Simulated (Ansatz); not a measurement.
# Run report: Hf8HO17, geometry relaxation (part 2 of 5)

The same run, continued: Hf8HO17 (slab, 26 atoms in the cell); DFT PBE+D3(BJ), scalar-relativistic, plane waves, PAW, spin-polarised (Ansatz 0.2.0); cutoff 420 eV, 3×3×1 k-mesh, Gaussian smearing of 0.05 eV, collinear spins. The structure derives from an entry of the Crystallography Open Database. The input holds or restrains some coordinates. Forces given for the steps count only the free coordinates. It belongs to a series of runs on one base structure; here: 1 OH a cell, anchor, over a top O site.

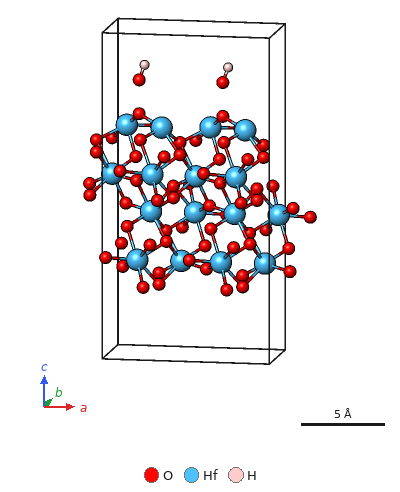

Fig. 1: The structure as given in the input (ball-and-stick view of the 2 × 1 repeat of the cell, with the vacuum cut short, seen slightly off an axis; bonded neighbours outside the cell are drawn too). An atom can appear more than once, as a periodic image.

## Log, continued
```
SCF iter   1: F=—  HF=-135503.291924 eV  |F-HF|=—  |Δ(HF+E_count)|=         —  Δρ=6.28e-2 (↑6.18e-2 ↓6.28e-2)  dr2=1.88e2  dr2_m=3.74e-1  M=1.000 μB ∫|m|=1.043 μB  β_m=1.00  ethr=3.10e-3  p=0.000 e·Å  D=4.68e-8 V/Å  ΔV_dip=-0.00 eV  dr2_dipole=3.81e1  V_vac-E_F(+/−)=7.49/7.49 eV  ⟨swp⟩=5.2  Hψ=6625  notcnv=0  defer=92
Mixer restart at iter 1: flushing history
efield: sawtooth ramp at fractional position 0.9854 (placed from the atoms, in the widest stretch of the axis that holds none; the zero of the levels goes with the place), width 0.0400; the density the first Hamiltonian is built on has a dipole p = 0.000 e·Å; the dipole correction subtracts the counter field D = 4.68e-8 V/Å, which shifts the + side's vacuum level by -0.00 eV against the − side's; the planar-averaged density in the ramp window peaks in size at 6.4e-7 e/Å³
preconditioner: auto → LDOS  [metal: Δε(μ)=0.039 eV  Ē_g=17.786 eV  σ=0.050 eV  W_gap=0.39  n_scr=156 (ndim 8)  ℏωp=23.1 eV  f_vac=0.562  D(μ)=7.64/eV (n_scr^D=32)]
spin=Collinear: LDOS preconditioning applied to the charge; magnetization (m = ρ↑ − ρ↓) channel mixes plain (no charge-response kernel on spin).
SCF iter   2: F=—  HF=-136080.646629 eV  |F-HF|=—  |Δ(HF+E_count)|=    5.77e2  Δρ=3.54e-1 (↑3.52e-1 ↓3.54e-1)  dr2=6.20e4  dr2_m=1.03e0  M=0.420 μB ∫|m|=0.539 μB  β_m=0.04  ethr=3.10e-3  p=4.561 e·Å  D=1.08e0 V/Å  ΔV_dip=-30.95 eV  dr2_dipole=5.01e4  V_vac-E_F(+/−)=-6.64/24.31 eV  ⟨swp⟩=41.8  Hψ=31840  notcnv=4  defer=286  recentre
density mixer auto → msr1: a metal under ldos (density of states about μ 1.61 of a free-electron gas's, 156 screened modes)
SCF iter   3: F=—  HF=-135497.857983 eV  |F-HF|=—  |Δ(HF+E_count)|=    5.83e2  Δρ=5.82e-2 (↑5.71e-2 ↓5.82e-2)  dr2=1.70e2  dr2_m=3.91e-1  M=1.000 μB ∫|m|=1.048 μB  β_m=0.02  ethr=3.10e-3  p=0.049 e·Å  D=1.16e-2 V/Å  ΔV_dip=-0.33 eV  dr2_dipole=3.71e1  V_vac-E_F(+/−)=7.48/7.81 eV  ⟨swp⟩=15.0  Hψ=18286  notcnv=0  defer=242
SCF iter   4: F=—  HF=-135492.078207 eV  |F-HF|=—  |Δ(HF+E_count)|=    5.78e0  Δρ=5.51e-2 (↑5.37e-2 ↓5.51e-2)  dr2=1.54e2  dr2_m=3.96e-1  M=1.000 μB ∫|m|=1.055 μB  β_m=0.03  ethr=3.10e-3  p=0.166 e·Å  D=3.93e-2 V/Å  ΔV_dip=-1.13 eV  dr2_dipole=3.51e1  V_vac-E_F(+/−)=7.70/8.83 eV  ⟨swp⟩=4.5  Hψ=2503  notcnv=0  defer=267
SCF iter   5: F=—  HF=-135480.340218 eV  |F-HF|=—  |Δ(HF+E_count)|=    1.17e1  Δρ=4.44e-2 (↑4.26e-2 ↓4.44e-2)  dr2=8.54e1  dr2_m=1.98e-1  M=0.388 μB ∫|m|=0.572 μB  β_m=0.07  ethr=3.10e-3  p=0.401 e·Å  D=9.50e-2 V/Å  ΔV_dip=-2.72 eV  dr2_dipole=9.62e0  V_vac-E_F(+/−)=6.46/9.18 eV  ⟨swp⟩=9.0  Hψ=3789  notcnv=0  defer=260
SCF iter   6: F=—  HF=-135491.469580 eV  |F-HF|=—  |Δ(HF+E_count)|=    1.11e1  Δρ=7.07e-2 (↑6.78e-2 ↓7.07e-2)  dr2=1.92e3  dr2_m=7.36e-1  M=0.052 μB ∫|m|=0.292 μB  β_m=0.06  ethr=3.10e-3  p=1.035 e·Å  D=2.45e-1 V/Å  ΔV_dip=-7.02 eV  dr2_dipole=1.01e3  V_vac-E_F(+/−)=3.97/11.00 eV  ⟨swp⟩=9.2  Hψ=5537  notcnv=0  defer=260  recentre
SCF iter   7: F=—  HF=-135520.586033 eV  |F-HF|=—  |Δ(HF+E_count)|=         —  Δρ=9.34e-2 (↑9.07e-2 ↓9.34e-2)  dr2=3.98e3  dr2_m=9.87e-1  M=0.010 μB ∫|m|=0.190 μB  β_m=1.00  ethr=3.10e-3  p=1.221 e·Å  D=2.89e-1 V/Å  ΔV_dip=-8.28 eV  dr2_dipole=2.06e3  V_vac-E_F(+/−)=3.95/12.25 eV  ⟨swp⟩=11.1  Hψ=5397  notcnv=0  defer=264  κ⁻¹=1.4e-7(r=5)
SCF iter   8: F=—  HF=-135633.694398 eV  |F-HF|=—  |Δ(HF+E_count)|=    1.13e2  Δρ=1.16e-1 (↑1.14e-1 ↓1.16e-1)  dr2=6.79e3  dr2_m=7.55e-1  M=0.002 μB ∫|m|=0.267 μB  β_m=0.10  ethr=1.61e-5  p=2.299 e·Å  D=5.45e-1 V/Å  ΔV_dip=-15.60 eV  dr2_dipole=3.52e3  V_vac-E_F(+/−)=1.75/17.36 eV  ⟨swp⟩=14.3  Hψ=10745  notcnv=0  defer=281
SCF iter   9: F=—  HF=-135608.180231 eV  |F-HF|=—  |Δ(HF+E_count)|=    2.55e1  Δρ=1.07e-1 (↑1.05e-1 ↓1.07e-1)  dr2=4.75e3  dr2_m=7.39e-1  M=-0.037 μB ∫|m|=0.254 μB  β_m=0.20  ethr=1.61e-5  p=2.168 e·Å  D=5.14e-1 V/Å  ΔV_dip=-14.71 eV  dr2_dipole=2.45e3  V_vac-E_F(+/−)=2.42/17.14 eV  ⟨swp⟩=12.0  Hψ=7599  notcnv=0  defer=258
SCF iter  10: F=—  HF=-135567.581910 eV  |F-HF|=—  |Δ(HF+E_count)|=    4.06e1  Δρ=9.00e-2 (↑8.85e-2 ↓9.00e-2)  dr2=2.71e3  dr2_m=5.75e-1  M=-0.108 μB ∫|m|=0.295 μB  β_m=0.02  ethr=1.61e-5  p=1.786 e·Å  D=4.23e-1 V/Å  ΔV_dip=-12.12 eV  dr2_dipole=1.38e3  V_vac-E_F(+/−)=3.52/15.64 eV  ⟨swp⟩=8.7  Hψ=7677  notcnv=0  defer=269
SCF iter  11: F=—  HF=-135546.616743 eV  |F-HF|=—  |Δ(HF+E_count)|=    2.10e1  Δρ=7.82e-2 (↑7.68e-2 ↓7.82e-2)  dr2=1.61e3  dr2_m=4.86e-1  M=-0.089 μB ∫|m|=0.325 μB  β_m=0.08  ethr=1.61e-5  p=1.400 e·Å  D=3.32e-1 V/Å  ΔV_dip=-9.50 eV  dr2_dipole=8.00e2  V_vac-E_F(+/−)=5.03/14.54 eV  ⟨swp⟩=8.8  Hψ=6805  notcnv=0  defer=263
SCF iter  12: F=—  HF=-135515.888311 eV  |F-HF|=—  |Δ(HF+E_count)|=    3.07e1  Δρ=6.18e-2 (↑6.14e-2 ↓6.18e-2)  dr2=5.82e2  dr2_m=2.00e-1  M=-0.053 μB ∫|m|=0.387 μB  β_m=0.11  ethr=1.61e-5  p=0.352 e·Å  D=8.35e-2 V/Å  ΔV_dip=-2.39 eV  dr2_dipole=2.21e2  V_vac-E_F(+/−)=9.25/11.67 eV  ⟨swp⟩=11.8  Hψ=8388  notcnv=0  defer=273
SCF iter  13: F=—  HF=-135472.711753 eV  |F-HF|=—  |Δ(HF+E_count)|=    4.32e1  Δρ=3.31e-2 (↑3.19e-2 ↓3.31e-2)  dr2=7.43e1  dr2_m=8.02e-2  M=0.668 μB ∫|m|=0.961 μB  β_m=0.17  ethr=1.61e-5  p=-0.570 e·Å  D=-1.35e-1 V/Å  ΔV_dip=3.87 eV  dr2_dipole=9.30e0  V_vac-E_F(+/−)=11.93/8.11 eV  ⟨swp⟩=11.5  Hψ=8629  notcnv=0  defer=253
SCF iter  14: F=—  HF=-135473.573193 eV  |F-HF|=—  |Δ(HF+E_count)|=   8.61e-1  Δρ=4.56e-2 (↑4.52e-2 ↓4.56e-2)  dr2=2.77e2  dr2_m=9.38e-2  M=0.209 μB ∫|m|=0.444 μB  β_m=0.24  ethr=1.61e-5  p=0.048 e·Å  D=1.15e-2 V/Å  ΔV_dip=-0.33 eV  dr2_dipole=9.84e1  V_vac-E_F(+/−)=7.80/8.15 eV  ⟨swp⟩=10.8  Hψ=7572  notcnv=0  defer=251  recentre
SCF iter  15: F=—  HF=-135479.170694 eV  |F-HF|=—  |Δ(HF+E_count)|=    5.60e0  Δρ=3.47e-2 (↑3.20e-2 ↓3.47e-2)  dr2=8.94e1  dr2_m=2.64e-1  M=1.000 μB ∫|m|=1.133 μB  β_m=0.28  ethr=1.61e-5  p=-0.775 e·Å  D=-1.84e-1 V/Å  ΔV_dip=5.26 eV  dr2_dipole=4.28e1  V_vac-E_F(+/−)=9.52/4.28 eV  ⟨swp⟩=13.1  Hψ=10575  notcnv=0  defer=269
SCF iter  16: F=—  HF=-135473.285111 eV  |F-HF|=—  |Δ(HF+E_count)|=         —  Δρ=2.28e-2 (↑2.00e-2 ↓2.28e-2)  dr2=7.09e1  dr2_m=1.85e-1  M=1.000 μB ∫|m|=1.086 μB  β_m=0.28  ethr=1.61e-5  p=-0.563 e·Å  D=-1.33e-1 V/Å  ΔV_dip=3.82 eV  dr2_dipole=4.03e1  V_vac-E_F(+/−)=8.66/4.86 eV  ⟨swp⟩=8.1  Hψ=6973  notcnv=0  defer=274
Mixer restart at iter 16: flushing history
SCF iter  17: F=—  HF=-135655.897081 eV  |F-HF|=—  |Δ(HF+E_count)|=    1.83e2  Δρ=1.20e-1 (↑1.19e-1 ↓1.20e-1)  dr2=8.78e3  dr2_m=5.59e-1  M=0.005 μB ∫|m|=0.155 μB  β_m=0.06  ethr=1.61e-5  p=2.273 e·Å  D=5.39e-1 V/Å  ΔV_dip=-15.42 eV  dr2_dipole=4.20e3  V_vac-E_F(+/−)=2.39/17.82 eV  ⟨swp⟩=19.0  Hψ=14440  notcnv=0  defer=295  recentre
SCF iter  18: F=—  HF=-135471.792696 eV  |F-HF|=—  |Δ(HF+E_count)|=    1.84e2  Δρ=2.02e-2 (↑1.73e-2 ↓2.02e-2)  dr2=6.62e1  dr2_m=1.70e-1  M=1.000 μB ∫|m|=1.083 μB  β_m=0.10  ethr=1.61e-5  p=-0.480 e·Å  D=-1.14e-1 V/Å  ΔV_dip=3.26 eV  dr2_dipole=3.90e1  V_vac-E_F(+/−)=8.60/5.36 eV  ⟨swp⟩=10.8  Hψ=11007  notcnv=0  defer=266
SCF iter  19: F=—  HF=-135468.700785 eV  |F-HF|=—  |Δ(HF+E_count)|=    3.09e0  Δρ=1.67e-2 (↑1.42e-2 ↓1.67e-2)  dr2=5.70e1  dr2_m=1.31e-1  M=1.000 μB ∫|m|=1.075 μB  β_m=0.09  ethr=1.61e-5  p=-0.172 e·Å  D=-4.08e-2 V/Å  ΔV_dip=1.17 eV  dr2_dipole=3.39e1  V_vac-E_F(+/−)=8.19/7.03 eV  ⟨swp⟩=7.9  Hψ=5077  notcnv=0  defer=261
SCF iter  20: F=—  HF=-135466.796390 eV  |F-HF|=—  |Δ(HF+E_count)|=    1.90e0  Δρ=2.02e-2 (↑1.67e-2 ↓2.02e-2)  dr2=3.93e1  dr2_m=2.96e-1  M=0.251 μB ∫|m|=0.367 μB  β_m=0.38  ethr=1.61e-5  p=0.334 e·Å  D=7.91e-2 V/Å  ΔV_dip=-2.26 eV  dr2_dipole=1.95e1  V_vac-E_F(+/−)=5.90/8.17 eV  ⟨swp⟩=7.9  Hψ=5746  notcnv=0  defer=275
SCF iter  21: F=—  HF=-135466.379836 eV  |F-HF|=—  |Δ(HF+E_count)|=   4.17e-1  Δρ=1.42e-2 (↑1.23e-2 ↓1.42e-2)  dr2=1.31e1  dr2_m=1.38e-1  M=0.480 μB ∫|m|=0.554 μB  β_m=0.69  ethr=1.61e-5  p=0.350 e·Å  D=8.29e-2 V/Å  ΔV_dip=-2.37 eV  dr2_dipole=5.61e0  V_vac-E_F(+/−)=5.74/8.12 eV  ⟨swp⟩=6.8  Hψ=4922  notcnv=0  defer=273
SCF iter  22: F=—  HF=-135466.962355 eV  |F-HF|=—  |Δ(HF+E_count)|=   5.83e-1  Δρ=1.24e-2 (↑1.24e-2 ↓1.21e-2)  dr2=2.75e1  dr2_m=5.58e-3  M=0.553 μB ∫|m|=0.738 μB  β_m=0.51  ethr=1.61e-5  p=0.225 e·Å  D=5.33e-2 V/Å  ΔV_dip=-1.53 eV  dr2_dipole=1.40e1  V_vac-E_F(+/−)=6.12/7.64 eV  ⟨swp⟩=6.4  Hψ=5137  notcnv=0  defer=270
SCF iter  23: F=—  HF=-135466.164293 eV  |F-HF|=—  |Δ(HF+E_count)|=   7.98e-1  Δρ=9.13e-3 (↑7.76e-3 ↓9.13e-3)  dr2=5.99e0  dr2_m=6.77e-2  M=0.756 μB ∫|m|=0.804 μB  β_m=0.59  ethr=1.61e-5  p=0.446 e·Å  D=1.06e-1 V/Å  ΔV_dip=-3.03 eV  dr2_dipole=2.89e0  V_vac-E_F(+/−)=5.12/8.15 eV  ⟨swp⟩=6.8  Hψ=5049  notcnv=0  defer=273
SCF iter  24: F=—  HF=-135466.331066 eV  |F-HF|=—  |Δ(HF+E_count)|=   1.67e-1  Δρ=1.12e-2 (↑8.58e-3 ↓1.12e-2)  dr2=1.20e1  dr2_m=1.20e-1  M=0.822 μB ∫|m|=0.895 μB  β_m=0.41  ethr=1.61e-5  p=0.487 e·Å  D=1.16e-1 V/Å  ΔV_dip=-3.31 eV  dr2_dipole=6.75e0  V_vac-E_F(+/−)=4.87/8.17 eV  ⟨swp⟩=4.2  Hψ=3650  notcnv=0  defer=271
SCF iter  25: F=—  HF=-135466.152070 eV  |F-HF|=—  |Δ(HF+E_count)|=   1.79e-1  Δρ=5.79e-3 (↑5.79e-3 ↓5.69e-3)  dr2=4.58e0  dr2_m=3.77e-3  M=0.882 μB ∫|m|=0.922 μB  β_m=0.47  ethr=1.61e-5  p=0.337 e·Å  D=7.99e-2 V/Å  ΔV_dip=-2.29 eV  dr2_dipole=2.01e0  V_vac-E_F(+/−)=5.68/7.97 eV  ⟨swp⟩=5.4  Hψ=4821  notcnv=0  defer=275
SCF iter  26: F=—  HF=-135466.084005 eV  |F-HF|=—  |Δ(HF+E_count)|=   6.81e-2  Δρ=3.65e-3 (↑3.51e-3 ↓3.65e-3)  dr2=1.06e0  dr2_m=4.21e-3  M=1.174 μB ∫|m|=1.206 μB  β_m=0.45  ethr=1.61e-5  p=0.353 e·Å  D=8.37e-2 V/Å  ΔV_dip=-2.40 eV  dr2_dipole=3.92e-1  V_vac-E_F(+/−)=5.68/8.08 eV  ⟨swp⟩=3.4  Hψ=3434  notcnv=0  defer=275
SCF iter  27: F=—  HF=-135466.059297 eV  |F-HF|=—  |Δ(HF+E_count)|=   2.47e-2  Δρ=1.62e-3 (↑1.61e-3 ↓1.62e-3)  dr2=1.34e-1  dr2_m=3.32e-3  M=1.363 μB ∫|m|=1.395 μB  β_m=0.53  ethr=1.61e-5  p=0.373 e·Å  D=8.85e-2 V/Å  ΔV_dip=-2.53 eV  dr2_dipole=4.76e-2  V_vac-E_F(+/−)=5.61/8.14 eV  ⟨swp⟩=3.3  Hψ=3275  notcnv=0  defer=275
SCF iter  28: F=—  HF=-135466.064559 eV  |F-HF|=—  |Δ(HF+E_count)|=   5.26e-3  Δρ=1.62e-3 (↑1.51e-3 ↓1.62e-3)  dr2=7.30e-2  dr2_m=2.26e-3  M=1.403 μB ∫|m|=1.438 μB  β_m=0.49  ethr=1.61e-5  p=0.364 e·Å  D=8.62e-2 V/Å  ΔV_dip=-2.47 eV  dr2_dipole=3.07e-4  V_vac-E_F(+/−)=5.66/8.13 eV  ⟨swp⟩=2.0  Hψ=3166  notcnv=0  defer=273
SCF iter  29: F=—  HF=-135466.065433 eV  |F-HF|=—  |Δ(HF+E_count)|=         —  Δρ=1.66e-3 (↑1.66e-3 ↓1.46e-3)  dr2=1.31e-1  dr2_m=2.14e-3  M=1.473 μB ∫|m|=1.512 μB  β_m=0.49  ethr=1.61e-5  p=0.359 e·Å  D=8.51e-2 V/Å  ΔV_dip=-2.44 eV  dr2_dipole=4.19e-2  V_vac-E_F(+/−)=5.69/8.13 eV  ⟨swp⟩=2.2  Hψ=3098  notcnv=0  defer=273
Mixer restart at iter 29: flushing history
SCF iter  30: F=—  HF=-135466.061541 eV  |F-HF|=—  |Δ(HF+E_count)|=   3.89e-3  Δρ=1.43e-3 (↑1.43e-3 ↓8.04e-4)  dr2=5.38e-2  dr2_m=3.99e-3  M=1.537 μB ∫|m|=1.576 μB  β_m=0.53  ethr=1.61e-5  p=0.362 e·Å  D=8.58e-2 V/Å  ΔV_dip=-2.46 eV  dr2_dipole=1.95e-2  V_vac-E_F(+/−)=5.68/8.14 eV  ⟨swp⟩=1.7  Hψ=2054  notcnv=0  defer=273
SCF iter  31: F=—  HF=-135466.071198 eV  |F-HF|=—  |Δ(HF+E_count)|=   9.66e-3  Δρ=2.13e-3 (↑2.13e-3 ↓1.90e-3)  dr2=2.06e-2  dr2_m=2.43e-2  M=1.737 μB ∫|m|=1.778 μB  β_m=0.25  ethr=1.61e-5  p=0.365 e·Å  D=8.66e-2 V/Å  ΔV_dip=-2.48 eV  dr2_dipole=4.82e-4  V_vac-E_F(+/−)=5.65/8.13 eV  ⟨swp⟩=2.0  Hψ=3092  notcnv=0  defer=273
SCF iter  32: F=-135466.096748 eV  HF=-135466.308116 eV  |F-HF|=2.11e-1  |Δ(HF+E_count)|=         —  Δρ=7.97e-3 (↑7.34e-3 ↓7.97e-3)  dr2=1.12e-1  dr2_m=4.01e-1  M=2.324 μB ∫|m|=2.391 μB  β_m=0.80  ethr=6.61e-6  p=0.367 e·Å  D=8.70e-2 V/Å  ΔV_dip=-2.49 eV  dr2_dipole=4.75e-2  V_vac-E_F(+/−)=5.60/8.09 eV  ⟨swp⟩=2.9  Hψ=3195  notcnv=0  defer=273
SCF iter  33: F=—  HF=-135466.268734 eV  |F-HF|=—  |Δ(HF+E_count)|=   3.94e-2  Δρ=4.47e-3 (↑2.95e-3 ↓4.47e-3)  dr2=9.40e-2  dr2_m=9.03e-2  M=2.336 μB ∫|m|=2.453 μB  β_m=0.90  ethr=6.61e-6  p=0.359 e·Å  D=8.51e-2 V/Å  ΔV_dip=-2.44 eV  dr2_dipole=3.07e-2  V_vac-E_F(+/−)=5.61/8.04 eV  ⟨swp⟩=3.9  Hψ=4181  notcnv=0  defer=273
SCF iter  34: F=—  HF=-135466.272162 eV  |F-HF|=—  |Δ(HF+E_count)|=   3.43e-3  Δρ=2.42e-3 (↑1.35e-3 ↓2.42e-3)  dr2=4.87e-2  dr2_m=1.80e-2  M=2.295 μB ∫|m|=2.478 μB  β_m=0.85  ethr=6.61e-6  p=0.347 e·Å  D=8.22e-2 V/Å  ΔV_dip=-2.35 eV  dr2_dipole=5.58e-3  V_vac-E_F(+/−)=5.63/7.98 eV  ⟨swp⟩=4.4  Hψ=5041  notcnv=0  defer=270
SCF iter  35: F=—  HF=-135466.270969 eV  |F-HF|=—  |Δ(HF+E_count)|=   1.19e-3  Δρ=1.69e-3 (↑8.39e-4 ↓1.69e-3)  dr2=2.03e-2  dr2_m=8.30e-3  M=2.269 μB ∫|m|=2.477 μB  β_m=0.93  ethr=6.61e-6  p=0.343 e·Å  D=8.13e-2 V/Å  ΔV_dip=-2.33 eV  dr2_dipole=8.09e-4  V_vac-E_F(+/−)=5.64/7.96 eV  ⟨swp⟩=2.2  Hψ=3503  notcnv=0  defer=270
SCF iter  36: F=—  HF=-135466.273727 eV  |F-HF|=—  |Δ(HF+E_count)|=   2.76e-3  Δρ=7.24e-4 (↑4.75e-4 ↓7.24e-4)  dr2=5.70e-3  dr2_m=1.54e-3  M=2.247 μB ∫|m|=2.487 μB  β_m=0.96  ethr=6.53e-6  p=0.339 e·Å  D=8.03e-2 V/Å  ΔV_dip=-2.30 eV  dr2_dipole=6.50e-4  V_vac-E_F(+/−)=5.64/7.94 eV  ⟨swp⟩=2.5  Hψ=3113  notcnv=0  defer=270
SCF iter  37: F=—  HF=-135466.275930 eV  |F-HF|=—  |Δ(HF+E_count)|=   2.20e-3  Δρ=6.70e-4 (↑5.69e-4 ↓6.70e-4)  dr2=9.28e-3  dr2_m=6.07e-4  M=2.248 μB ∫|m|=2.507 μB  β_m=0.70  ethr=1.83e-6  p=0.339 e·Å  D=8.02e-2 V/Å  ΔV_dip=-2.30 eV  dr2_dipole=2.33e-4  V_vac-E_F(+/−)=5.63/7.93 eV  ⟨swp⟩=3.0  Hψ=4306  notcnv=0  defer=270
SCF iter  38: F=—  HF=-135466.273909 eV  |F-HF|=—  |Δ(HF+E_count)|=   2.02e-3  Δρ=6.46e-4 (↑4.30e-4 ↓6.46e-4)  dr2=1.64e-3  dr2_m=1.86e-3  M=2.242 μB ∫|m|=2.508 μB  β_m=0.75  ethr=1.83e-6  p=0.340 e·Å  D=8.05e-2 V/Å  ΔV_dip=-2.30 eV  dr2_dipole=6.35e-4  V_vac-E_F(+/−)=5.63/7.93 eV  ⟨swp⟩=2.1  Hψ=3190  notcnv=0  defer=270
SCF iter  39: F=—  HF=-135466.274005 eV  |F-HF|=—  |Δ(HF+E_count)|=   9.65e-5  Δρ=1.71e-4 (↑1.35e-4 ↓1.71e-4)  dr2=2.62e-4  dr2_m=1.10e-4  M=2.243 μB ∫|m|=2.496 μB  β_m=0.83  ethr=5.28e-7  p=0.342 e·Å  D=8.10e-2 V/Å  ΔV_dip=-2.32 eV  dr2_dipole=9.63e-6  V_vac-E_F(+/−)=5.62/7.94 eV  ⟨swp⟩=2.5  Hψ=3591  notcnv=0  defer=270
SCF iter  40: F=—  HF=-135466.274124 eV  |F-HF|=—  |Δ(HF+E_count)|=   1.19e-4  Δρ=1.34e-4 (↑9.94e-5 ↓1.34e-4)  dr2=2.58e-4  dr2_m=3.76e-5  M=2.235 μB ∫|m|=2.487 μB  β_m=0.71  ethr=8.42e-8  p=0.342 e·Å  D=8.11e-2 V/Å  ΔV_dip=-2.32 eV  dr2_dipole=1.92e-6  V_vac-E_F(+/−)=5.62/7.94 eV  ⟨swp⟩=3.0  Hψ=3844  notcnv=0  defer=270
```
